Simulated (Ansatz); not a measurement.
**Run report: C8H18N4O5, geometry relaxation (part 3 of 3)**

C8H18N4O5 (C2, 35 atoms in the cell); DFT PBEsol, scalar-relativistic, plane waves, PAW, no spin polarisation (Ansatz 0.2.0); cutoff 420 eV, 4×4×2 k-mesh, Gaussian smearing of 0.02 eV. The structure derives from an entry of the Crystallography Open Database. It belongs to a series of runs on one base structure; here: relaxed again at another level of theory.

Output, continued
```
--- Relaxed structure (7 steps of the walk, 7 accepted, 2 SCFs on fresh bases) ---
  F+E_penalty+E_count = -6573.40262969 eV   max|allowed force component| = 1.138e-2 eV/Å   (the final SCF, on the basis selected at the relaxed cell)
  cell:  # Å, volume = 292.0805 Å³
    - [5.143519322603436, -2.4680007211986266, -0.00944725541407972]
    - [5.143519322603436, 2.4680007211986266, -0.00944725541407972]
    - [-0.2420560825470614, 0.0, 11.504922944841082]
  atoms:
    - { symbol: H, position: [0.7588080718327819, 0.3262977979500479, 0.7678764201825596] }
    - { symbol: H, position: [0.6737022020499521, 0.24119192816721807, 0.23212357981743986] }
    - { symbol: H, position: [0.9316432996638672, 0.01935919783425652, 0.6055122089913749] }
    - { symbol: H, position: [0.9806408021657435, 0.06835670033613286, 0.3944877910086249] }
    - { symbol: H, position: [0.08603845699644676, 0.18206189080853966, 0.9482700072519756] }
    - { symbol: H, position: [0.8179381091914605, 0.9139615430035534, 0.05172999274802407] }
    - { symbol: H, position: [0.3819164633107658, 0.9351342302749913, 0.8676677101898792] }
    - { symbol: H, position: [0.06486576972500885, 0.6180835366892342, 0.13233228981012057] }
    - { symbol: H, position: [0.15585069649610267, 0.3090562843607234, 0.829598151754361] }
    - { symbol: H, position: [0.6909437156392766, 0.8441493035038972, 0.17040184824563884] }
    - { symbol: H, position: [0.4292916844045055, 0.8266938985820468, 0.5334343705060903] }
    - { symbol: H, position: [0.17330610141795322, 0.5707083155954944, 0.4665656294939095] }
    - { symbol: H, position: [0.5477008454310006, 0.8484449043315652, 0.6752435940379454] }
    - { symbol: H, position: [0.1515550956684348, 0.4522991545689993, 0.3247564059620544] }
    - { symbol: H, position: [0.25391761666841645, 0.1838975836165867, 0.6018282310530682] }
    - { symbol: H, position: [0.8161024163834132, 0.7460823833315835, 0.3981717689469317] }
    - { symbol: H, position: [0.6381144205105078, 0.48216898642056366, 0.041292927503538905] }
    - { symbol: H, position: [0.5178310135794363, 0.36188557948949207, 0.9587070724964607] }
    - { symbol: C, position: [0.9119017654984161, 0.8960790763183062, 0.831257822290336] }
    - { symbol: C, position: [0.10392092368169367, 0.08809823450158369, 0.16874217770966382] }
    - { symbol: C, position: [0.9725017908219331, 0.09952353188132715, 0.7820625064104947] }
    - { symbol: C, position: [0.9004764681186729, 0.02749820917806686, 0.21793749358950507] }
    - { symbol: C, position: [0.11875221574875323, 0.9356041488126235, 0.6682944141364204] }
    - { symbol: C, position: [0.06439585118737644, 0.8812477842512467, 0.33170558586357934] }
    - { symbol: C, position: [0.35078408844317477, 0.9487904145672005, 0.6171681306987146] }
    - { symbol: C, position: [0.051209585432799444, 0.6492159115568251, 0.3828318693012852] }
    - { symbol: N, position: [0.0699769896197391, 0.6348888047460958, 0.7773141026762502] }
    - { symbol: N, position: [0.3651111952539041, 0.9300230103802609, 0.22268589732374958] }
    - { symbol: N, position: [0.1612024921709344, 0.12881749254449712, 0.8605797415480146] }
    - { symbol: N, position: [0.8711825074555027, 0.8387975078290654, 0.13942025845198472] }
    - { symbol: O, position: [0.25354640356830804, 0.6264177075688774, 0.692664336633877] }
    - { symbol: O, position: [0.37358229243112245, 0.7464535964316917, 0.3073356633661226] }
    - { symbol: O, position: [0.7250914881403078, 0.9762957795473616, 0.9124773608687453] }
    - { symbol: O, position: [0.023704220452638074, 0.2749085118596919, 0.08752263913125417] }
    - { symbol: O, position: [0.4515129407396484, 0.5484870592603516, 1.0842021724855044e-19] }
```

Trajectory as extended XYZ (Å, eV, eV/Å), 6 of the 9 frames kept, from step=1 to step=9
```
35
Lattice="5.1652 -2.4438 0.0269 5.1652 2.4438 0.0269 -0.1619 0.0000 11.4847" Properties=species:S:1:pos:R:3:forces:R:3 step=1 energy=-6573.36646 pressure_GPa=-0.41
H     5.5064   -1.0447    8.8370   -0.0112   0.1820  -0.0299
H     4.6621   -1.0447    2.7015    0.0112   0.1820   0.0299
H     4.8813   -2.1943    6.9412   -0.0727   0.0688  -0.0835
H     5.2872   -2.1943    4.5972    0.0727   0.0688   0.0835
H     1.2189    0.2207   10.8660   -0.0294   0.0668   0.2252
H     8.9495    0.2207    0.6725    0.0294   0.0668  -0.2252
H     6.6389    1.3272    9.9758    0.0252  -0.1945   0.0213
H     3.5295    1.3272    1.5627   -0.0252  -0.1945  -0.0213
H     2.2641    0.3407    9.5180    0.1753   0.1005  -0.0818
H     7.9043    0.3407    2.0205   -0.1753   0.1005   0.0818
H     6.4545    0.9745    6.1110   -0.0383  -0.0505  -0.1309
H     3.7139    0.9745    5.4275    0.0383  -0.0505   0.1309
H     7.1372    0.7352    7.7349    0.0639  -0.0970   0.1037
H     3.0312    0.7352    3.8036   -0.0639  -0.0970  -0.1037
H     2.2083   -0.1614    6.8654    0.0864   0.1024  -0.0102
H     7.9601   -0.1614    4.6731   -0.0864   0.1024   0.0102
H     5.7734   -0.3637    0.4989    0.1272  -0.1377   0.1009
H     4.3951   -0.3637   11.0396   -0.1272  -0.1377  -0.1009
C     9.2106   -0.0442    9.5646    0.0063   0.0261   0.0081
C     0.9579   -0.0442    1.9739   -0.0063   0.0261  -0.0081
C     5.4249   -2.1274    8.9810    0.0442  -0.3504   0.0842
C     4.7435   -2.1274    2.5575   -0.0442  -0.3504  -0.0842
C     5.3798    2.0128    7.6559    0.0209  -0.2353   0.2167
C     4.7887    2.0128    3.8826   -0.0209  -0.2353  -0.2167
C     6.6610    1.4671    7.0694   -0.2843   0.1209   0.1471
C     3.5074    1.4671    4.4691    0.2843   0.1209  -0.1471
N     3.5243    1.3760    8.8975    0.2868  -0.0171  -0.1697
N     6.6441    1.3760    2.6409   -0.2868  -0.0171   0.1697
N     1.3567   -0.0968    9.8688   -0.2988   0.0901  -0.2545
N     8.8118   -0.0968    1.6696    0.2988   0.0901   0.2545
O     4.4619    0.9102    7.9092   -0.0723   0.2969   0.2268
O     5.7065    0.9102    3.6293    0.0723   0.2969  -0.2268
O     8.6395    0.5999   10.5110    0.1201  -0.0641  -0.0923
O     1.5290    0.5999    1.0275   -0.1201  -0.0641   0.0923
O     5.1652    0.2544    0.0269    0.0000   0.1839   0.0000
35
Lattice="5.1413 -2.4532 -0.0041 5.1413 2.4532 -0.0041 -0.2301 0.0000 11.5052" Properties=species:S:1:pos:R:3:forces:R:3 step=3 energy=-6573.39933 pressure_GPa=0.06
H     5.4089   -1.0514    8.8378    0.0003  -0.0233  -0.0022
H     4.6436   -1.0514    2.6591   -0.0003  -0.0233   0.0022
H     4.7608   -2.2258    6.9625    0.0030  -0.0036   0.0085
H     5.2917   -2.2258    4.5345   -0.0030  -0.0036  -0.0085
H     1.1574    0.2351   10.9063    0.0129  -0.0120   0.0286
H     8.8951    0.2351    0.5907   -0.0129  -0.0120  -0.0286
H     6.5593    1.3404    9.9825    0.0019   0.0310   0.0022
H     3.4932    1.3404    1.5145   -0.0019   0.0310  -0.0022
H     2.2024    0.3592    9.5422    0.0162   0.0144  -0.0095
H     7.8501    0.3592    1.9548   -0.0162   0.0144   0.0095
H     6.3467    0.9815    6.1263    0.0094   0.0034   0.0152
H     3.7058    0.9815    5.3706   -0.0094   0.0034  -0.0152
H     7.0327    0.7361    7.7574   -0.0029   0.0077  -0.0122
H     3.0198    0.7361    3.7395    0.0029   0.0077   0.0122
H     2.1242   -0.1597    6.9220   -0.0119  -0.0163   0.0044
H     7.9283   -0.1597    4.5749    0.0119  -0.0163  -0.0044
H     5.7607   -0.3812    0.4610   -0.0611   0.0070  -0.0049
H     4.2918   -0.3812   11.0359    0.0611   0.0070   0.0049
C     9.1048   -0.0396    9.5515    0.0166  -0.0247   0.0026
C     0.9477   -0.0396    1.9455   -0.0166  -0.0247  -0.0026
C     5.3354   -2.1400    8.9940    0.0172   0.0506   0.0075
C     4.7171   -2.1400    2.5030   -0.0172   0.0506  -0.0075
C     5.2761    2.0091    7.6823   -0.0125  -0.0032  -0.0228
C     4.7764    2.0091    3.8147    0.0125  -0.0032   0.0228
C     6.5508    1.4725    7.0920    0.0127  -0.0039  -0.0177
C     3.5016    1.4725    4.4050   -0.0127  -0.0039   0.0177
N     3.4485    1.3794    8.9329    0.0198   0.0052  -0.0215
N     6.6040    1.3794    2.5641   -0.0198   0.0052   0.0215
N     1.2924   -0.0883    9.9014   -0.0507  -0.0233  -0.0256
N     8.7601   -0.0883    1.5955    0.0507  -0.0233   0.0256
O     4.3739    0.9109    7.9571   -0.0219  -0.0085   0.0095
O     5.6786    0.9109    3.5399    0.0219  -0.0085  -0.0095
O     8.5347    0.6157   10.4872   -0.0198   0.0138   0.0387
O     1.5178    0.6157    1.0097    0.0198   0.0138  -0.0387
O     5.1413    0.2413   -0.0041    0.0000  -0.0297   0.0000
35
Lattice="5.1479 -2.4604 -0.0040 5.1479 2.4604 -0.0040 -0.2301 0.0000 11.5094" Properties=species:S:1:pos:R:3:forces:R:3 step=4 energy=-6573.39489 pressure_GPa=0.02
H     5.4107   -1.0583    8.8385    0.0012  -0.0155  -0.0042
H     4.6550   -1.0583    2.6630   -0.0012  -0.0155   0.0042
H     4.7602   -2.2362    6.9666    0.0057  -0.0049   0.0072
H     5.3054   -2.2362    4.5348   -0.0057  -0.0049  -0.0072
H     1.1589    0.2350   10.9095    0.0126  -0.0065  -0.0061
H     8.9067    0.2350    0.5920   -0.0126  -0.0065   0.0061
H     6.5718    1.3529    9.9796    0.0058   0.0023   0.0029
H     3.4939    1.3529    1.5218   -0.0058   0.0023  -0.0029
H     2.2016    0.3696    9.5416   -0.0097  -0.0074   0.0146
H     7.8640    0.3696    1.9598    0.0097  -0.0074  -0.0146
H     6.3471    0.9854    6.1281    0.0001   0.0043   0.0083
H     3.7185    0.9854    5.3733   -0.0001   0.0043  -0.0083
H     7.0342    0.7410    7.7576   -0.0020   0.0049  -0.0042
H     3.0315    0.7410    3.7438    0.0020   0.0049   0.0042
H     2.1179   -0.1629    6.9223   -0.0074  -0.0066   0.0016
H     7.9478   -0.1629    4.5791    0.0074  -0.0066  -0.0016
H     5.7495   -0.3936    0.4821    0.0003   0.0071  -0.0424
H     4.3162   -0.3936   11.0193   -0.0003   0.0071   0.0424
C     9.1185   -0.0410    9.5590   -0.0331   0.0034   0.0012
C     0.9471   -0.0410    1.9425    0.0331   0.0034  -0.0012
C     5.3398   -2.1466    8.9965    0.0098   0.0256   0.0065
C     4.7258   -2.1466    2.5049   -0.0098   0.0256  -0.0065
C     5.2775    2.0140    7.6860   -0.0078   0.0144  -0.0319
C     4.7882    2.0140    3.8155    0.0078   0.0144   0.0319
C     6.5510    1.4772    7.0931    0.0201  -0.0094  -0.0066
C     3.5147    1.4772    4.4083   -0.0201  -0.0094   0.0066
N     3.4536    1.3868    8.9393   -0.0182   0.0007   0.0246
N     6.6120    1.3868    2.5621    0.0182   0.0007  -0.0246
N     1.2926   -0.0841    9.9012    0.0231   0.0151   0.0121
N     8.7731   -0.0841    1.6003   -0.0231   0.0151  -0.0121
O     4.3759    0.9170    7.9643    0.0055  -0.0313  -0.0236
O     5.6897    0.9170    3.5372   -0.0055  -0.0313   0.0236
O     8.5496    0.6155   10.4953    0.0070  -0.0009   0.0014
O     1.5161    0.6155    1.0061   -0.0070  -0.0009  -0.0014
O     5.1479    0.2295   -0.0040    0.0000   0.0092   0.0000
35
Lattice="5.1485 -2.4598 -0.0034 5.1485 2.4598 -0.0034 -0.2287 0.0000 11.5050" Properties=species:S:1:pos:R:3:forces:R:3 step=6 energy=-6573.40142 pressure_GPa=0.03
H     5.4131   -1.0582    8.8344   -0.0004  -0.0049  -0.0022
H     4.6551   -1.0582    2.6639    0.0004  -0.0049   0.0022
H     4.7632   -2.2359    6.9630    0.0015  -0.0022   0.0021
H     5.3050   -2.2359    4.5353   -0.0015  -0.0022  -0.0021
H     1.1609    0.2354   10.9056    0.0058  -0.0029   0.0091
H     8.9074    0.2354    0.5927   -0.0058  -0.0029  -0.0091
H     6.5742    1.3527    9.9775    0.0039   0.0021  -0.0006
H     3.4940    1.3527    1.5208   -0.0039   0.0021   0.0006
H     2.2031    0.3693    9.5388    0.0012   0.0001   0.0040
H     7.8652    0.3693    1.9594   -0.0012   0.0001  -0.0040
H     6.3493    0.9829    6.1260    0.0006   0.0011   0.0022
H     3.7190    0.9829    5.3723   -0.0006   0.0011  -0.0022
H     7.0365    0.7396    7.7554   -0.0009   0.0019  -0.0011
H     3.0317    0.7396    3.7428    0.0009   0.0019   0.0011
H     2.1195   -0.1645    6.9184   -0.0018  -0.0019   0.0003
H     7.9488   -0.1645    4.5799    0.0018  -0.0019  -0.0003
H     5.7584   -0.3884    0.4711   -0.0046  -0.0038  -0.0048
H     4.3099   -0.3884   11.0271    0.0046  -0.0038   0.0048
C     9.1201   -0.0405    9.5560   -0.0109   0.0000   0.0000
C     0.9482   -0.0405    1.9422    0.0109   0.0000   0.0000
C     5.3417   -2.1460    8.9933    0.0087   0.0066   0.0063
C     4.7265   -2.1460    2.5049   -0.0087   0.0066  -0.0063
C     5.2797    2.0129    7.6824   -0.0030   0.0008  -0.0111
C     4.7886    2.0129    3.8158    0.0030   0.0008   0.0111
C     6.5535    1.4752    7.0904    0.0055  -0.0035  -0.0015
C     3.5148    1.4752    4.4078   -0.0055  -0.0035   0.0015
N     3.4548    1.3861    8.9363   -0.0023   0.0033   0.0065
N     6.6135    1.3861    2.5619    0.0023   0.0033  -0.0065
N     1.2943   -0.0838    9.8979   -0.0029   0.0039  -0.0088
N     8.7740   -0.0838    1.6003    0.0029   0.0039   0.0088
O     4.3774    0.9158    7.9604   -0.0027  -0.0074  -0.0043
O     5.6909    0.9158    3.5378    0.0027  -0.0074   0.0043
O     8.5512    0.6158   10.4926    0.0004  -0.0009   0.0027
O     1.5171    0.6158    1.0056   -0.0004  -0.0009  -0.0027
O     5.1485    0.2348   -0.0034    0.0000   0.0152   0.0000
35
Lattice="5.1463 -2.4636 -0.0058 5.1463 2.4636 -0.0058 -0.2339 0.0000 11.5054" Properties=species:S:1:pos:R:3:forces:R:3 step=7 energy=-6573.40037 pressure_GPa=0.01
H     5.4055   -1.0625    8.8310    0.0008  -0.0013  -0.0013
H     4.6533   -1.0625    2.6629   -0.0008  -0.0013   0.0013
H     4.7551   -2.2424    6.9615    0.0010  -0.0017   0.0006
H     5.3036   -2.2424    4.5324   -0.0010  -0.0017  -0.0006
H     1.1567    0.2358   10.9067    0.0020  -0.0019   0.0017
H     8.9021    0.2358    0.5872   -0.0020  -0.0019  -0.0017
H     6.5699    1.3582    9.9749    0.0045   0.0000  -0.0025
H     3.4888    1.3582    1.5190   -0.0045   0.0000   0.0025
H     2.1980    0.3727    9.5397    0.0006   0.0009  -0.0002
H     7.8607    0.3727    1.9542   -0.0006   0.0009   0.0002
H     6.3413    0.9832    6.1257    0.0001   0.0004   0.0012
H     3.7174    0.9832    5.3682   -0.0001   0.0004  -0.0012
H     7.0286    0.7415    7.7553   -0.0016   0.0010  -0.0005
H     3.0301    0.7415    3.7386    0.0016   0.0010   0.0005
H     2.1136   -0.1673    6.9191   -0.0006   0.0000  -0.0003
H     7.9451   -0.1673    4.5748    0.0006   0.0000   0.0003
H     5.7565   -0.3882    0.4677   -0.0070   0.0011  -0.0033
H     4.3022   -0.3882   11.0262    0.0070   0.0011   0.0033
C     9.1107   -0.0401    9.5529   -0.0017  -0.0026   0.0005
C     0.9481   -0.0401    1.9410    0.0017  -0.0026  -0.0005
C     5.3345   -2.1500    8.9916    0.0036   0.0040   0.0007
C     4.7243   -2.1500    2.5023   -0.0036   0.0040  -0.0007
C     5.2717    2.0148    7.6814   -0.0010   0.0016  -0.0038
C     4.7870    2.0148    3.8125    0.0010   0.0016   0.0038
C     6.5454    1.4764    7.0896    0.0040  -0.0029  -0.0002
C     3.5133    1.4764    4.4043   -0.0040  -0.0029   0.0002
N     3.4475    1.3895    8.9370   -0.0022   0.0042   0.0037
N     6.6113    1.3895    2.5569    0.0022   0.0042  -0.0037
N     1.2900   -0.0824    9.8983   -0.0060   0.0005   0.0024
N     8.7688   -0.0824    1.5956    0.0060   0.0005  -0.0024
O     4.3693    0.9181    7.9609   -0.0013  -0.0051  -0.0016
O     5.6894    0.9181    3.5330    0.0013  -0.0051   0.0016
O     8.5422    0.6170   10.4892    0.0003   0.0001   0.0004
O     1.5166    0.6170    1.0047   -0.0003   0.0001  -0.0004
O     5.1463    0.2355   -0.0058    0.0000   0.0033   0.0000
35
Lattice="5.1435 -2.4680 -0.0094 5.1435 2.4680 -0.0094 -0.2421 0.0000 11.5049" Properties=species:S:1:pos:R:3:forces:R:3 step=9 energy=-6573.40263 pressure_GPa=0.01
H     5.3954   -1.0674    8.8241    0.0005   0.0009  -0.0002
H     4.6496   -1.0674    2.6619   -0.0005   0.0009   0.0002
H     4.7449   -2.2515    6.9574    0.0002  -0.0009  -0.0010
H     5.3001   -2.2515    4.5286   -0.0002  -0.0009   0.0010
H     1.1494    0.2370   10.9072   -0.0020  -0.0009  -0.0052
H     8.8955    0.2370    0.5788    0.0020  -0.0009   0.0052
H     6.5643    1.3653    9.9700    0.0042   0.0021  -0.0034
H     3.4807    1.3653    1.5160   -0.0042   0.0021   0.0034
H     2.1904    0.3781    9.5401   -0.0002  -0.0010  -0.0028
H     7.8545    0.3781    1.9460    0.0002  -0.0010   0.0028
H     6.3311    0.9808    6.1253   -0.0003  -0.0001   0.0002
H     3.7139    0.9808    5.3608    0.0003  -0.0001  -0.0002
H     7.0177    0.7422    7.7554   -0.0005  -0.0003  -0.0002
H     3.0273    0.7422    3.7306    0.0005  -0.0003   0.0002
H     2.1062   -0.1728    6.9199    0.0001   0.0003  -0.0002
H     7.9387   -0.1728    4.5662   -0.0001   0.0003   0.0002
H     5.7522   -0.3849    0.4645    0.0009   0.0003   0.0021
H     4.2928   -0.3849   11.0215   -0.0009   0.0003  -0.0021
C     9.0982   -0.0391    9.5465    0.0038   0.0022  -0.0021
C     0.9468   -0.0391    1.9396   -0.0038   0.0022   0.0021
C     5.3247   -2.1545    8.9874   -0.0025  -0.0012  -0.0023
C     4.7203   -2.1545    2.4986    0.0025  -0.0012   0.0023
C     5.2613    2.0160    7.6787    0.0004   0.0023   0.0025
C     4.7836    2.0160    3.8073   -0.0004   0.0023  -0.0025
C     6.5350    1.4759    7.0882    0.0011  -0.0008   0.0005
C     3.5100    1.4759    4.3978   -0.0011  -0.0008  -0.0005
N     3.4373    1.3942    8.9363   -0.0023  -0.0004   0.0011
N     6.6076    1.3942    2.5497    0.0023  -0.0004  -0.0011
N     1.2834   -0.0799    9.8982   -0.0016  -0.0021   0.0114
N     8.7616   -0.0799    1.5879    0.0016  -0.0021  -0.0114
O     4.3584    0.9202    7.9607    0.0004  -0.0004   0.0006
O     5.6865    0.9202    3.5253   -0.0004  -0.0004  -0.0006
O     8.5302    0.6200   10.4819    0.0023   0.0003  -0.0014
O     1.5147    0.6200    1.0041   -0.0023   0.0003   0.0014
O     5.1435    0.2393   -0.0094    0.0000  -0.0007   0.0000
```

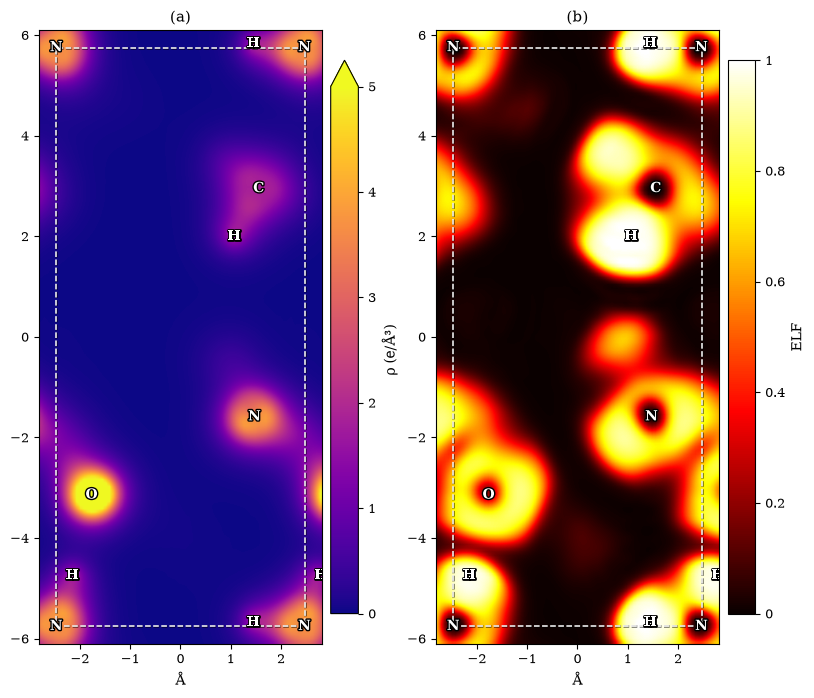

(a) valence electron density; (b) ELF on the (100) plane of the conventional cell. Atoms in the plane: H, C, N and O. N–H (1.04 Å): the density is about 2.9 e/Å³ at the midpoint; the ELF climbs to about 1 towards the hydrogen, as it does in any bond to H (a covalent bond by its length). C–H (1.10 Å): the density is about 1.9 e/Å³ at the midpoint; the ELF climbs to about 1 towards the hydrogen; a covalent bond by its length. Away from the nuclei the density in this plane falls to 0.002 e/Å³ at its lowest. In a PAW calculation such maps are meaningful between the atoms, not at the nuclei.

Summary

```json
{"quantity": "outcome", "value": "converged"}
{"quantity": "space group (tolerance 0.01 Å)", "value": "C2 (5)"}
{"quantity": "electrons treated", "value": "100"}
{"quantity": "free energy", "value": "−6573.4026 eV"}
{"quantity": "Fermi energy", "value": "3.456 eV"}
{"quantity": "gap on the k-point mesh", "value": "3.63 eV"}
{"quantity": "pressure", "value": "0.01 GPa"}
{"quantity": "final volume", "value": "292.08 Å³"}
{"quantity": "largest force (length of the vector) at the end", "value": "0.012 eV/Å"}
{"quantity": "final cell", "value": "a = 5.705 Å, b = 5.705 Å, c = 11.507 Å, α = 91.18°, β = 91.18°, γ = 51.27°"}
{"quantity": "hardware", "value": "8 threads of Arm Neoverse V1, 24 GiB of memory available, shared host"}
{"quantity": "wall time", "value": "56 s (CPU time 7.2 min)"}
{"quantity": "peak memory", "value": "1.3 GiB"}
```
